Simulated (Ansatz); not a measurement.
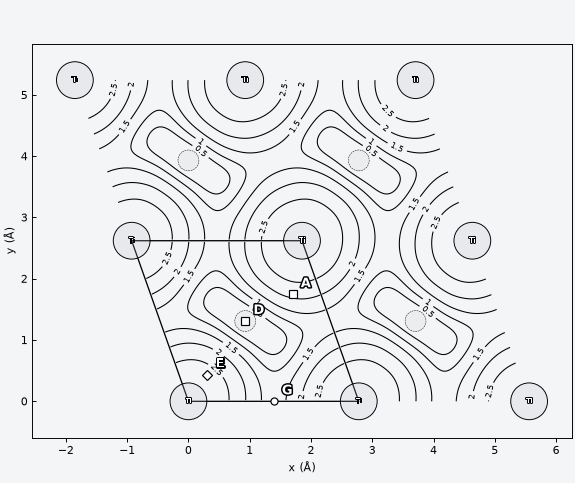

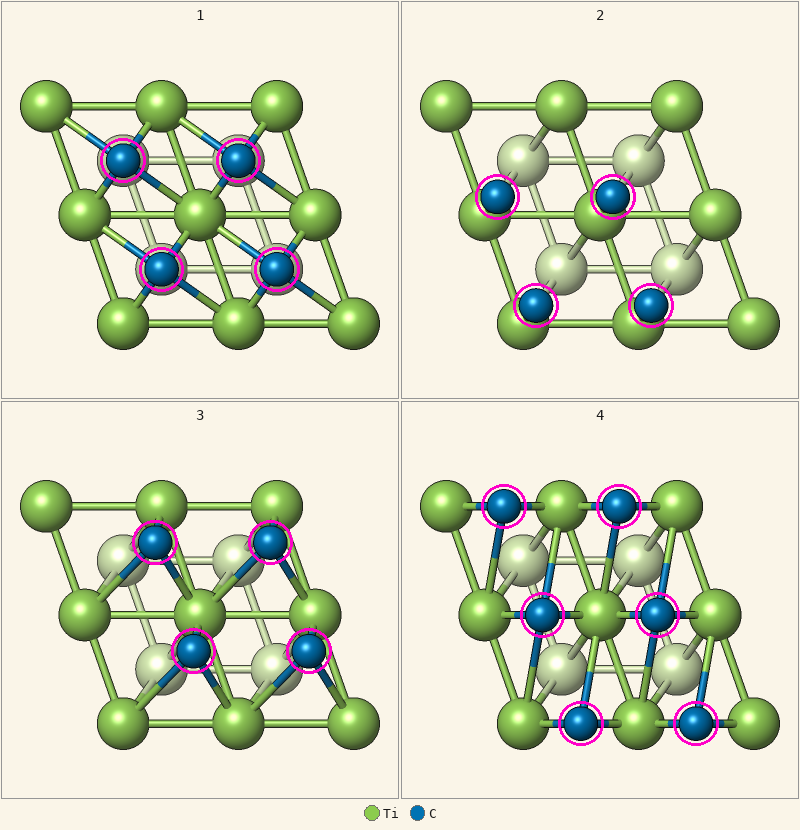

C on a Ti(110) slab cut from the Im-3m phase, its upper half relaxed before the scan (3 atoms of substrate and one adsorbate in a 1 × 1 cell). C is moved over the surface cell; relaxed at each place: the height of the adsorbate's atoms; substrate rigid; the origin of the map has the adsorbate above Ti3. Places are given modulo a cell vector. The map is drawn in real space over the plane of the surface. The scan uses a 6 × 6 grid; 13 points were computed and 23 follow by symmetry. All energies are given in eV relative to the lowest grid point. With one adsorbate in each 1 × 1 cell, its nearest image is 2.8 Å away, so neighbouring adsorbates interact. Level of theory: DFT PBEsol, scalar-relativistic, plane waves, PAW in Ansatz. Settings: cutoff 420 eV, k-mesh 10×10×1, gaussian smearing 0.1 eV, no spin polarisation.

Drawn: contour lines labelled in eV, labelled circles for the atoms of the top layer and small ones for the second layer, the outline of one cell of the 2 × 2 shown, lettered points. Between grid points the surface is interpolated. The numbered pictures are the structures at these points, in random order. Rings mark the moved atoms.

Question: Which structure belongs to which point?

Answer: A is structure 3: (5/6, 4/6) of the cell vectors [nearest 1 Ti at 1.81 Å], 2.13 eV; D is structure 1: a bridge site between two Ti atoms, over a second-layer Ti atom, (3/6, 3/6) of the cell vectors, 0.00 eV; E is structure 2: (1/6, 1/6) of the cell vectors [nearest 1 Ti at 1.89 Å], 2.71 eV; G is structure 4: a bridge site between two Ti atoms, (3/6, 0/6) of the cell vectors, 1.33 eV.

PAW datasets: the set soft_1.
